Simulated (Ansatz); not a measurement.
Consider Hf.

Input

```
crystal:
  lattice:
    - [0.0, 2.3976, 2.3088]
    - [2.3976, 0.0, 2.3088]
    - [2.3976, 2.3976, 0.0]
  atoms:
    - { symbol: Hf, position: [0.0, 0.0, 0.0] }
basis:
  ecutwfc: 420
kpoints:
  mp_grid: { grid: [18, 18, 18] }
hamiltonian:
  xc: pbesol
scf:
  occupations: { method: gaussian, width: 0.15 }
output:
  forces: true
  stress: true
  eigenvalues: true
  write_density: true
  write_potential: true
  elf: true
  volumetric_format: npy
```

Command:

```sh
ansatz run input.yaml --threads 1 --pin off --max-ram 2560MiB --backend cpu --events-out ev --progress --plain --runs-dir out
```

Below, planes, directions and counts refer to the conventional cell (a = 3.39 Å, b = 3.39 Å, c = 4.62 Å, α = 90.00°, β = 90.00°, γ = 90.00°).

Space group I4/mmm; changed on purpose from its base cell (strain +0.080 along x and y, +0.040 along z, atoms carried along); computed pressure about −16 GPa in this cell.

The calculation used DFT PBEsol, scalar-relativistic, plane waves, PAW in Ansatz 0.2.0.

What will maps of the valence pseudo-density and electron localisation function show?

Answer. Hf–Hf (3.33 Å): ρ at the midpoint is about 0.16 e/Å³; the ELF is about 0.30 at the midpoint; no localised pair shows between them.
Hf–Hf (3.39 Å): ρ is about 0.15 e/Å³ halfway; the ELF is about 0.35 at the midpoint.

Does the calculation give a band gap?

Answer. It is metallic or semimetallic at this level of theory: no gap opens.

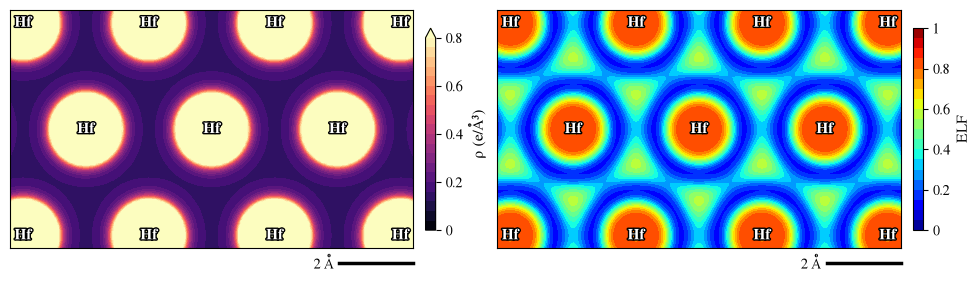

Computed valence pseudo-density and electron localisation function on the (101) plane of the conventional cell, in this order. 
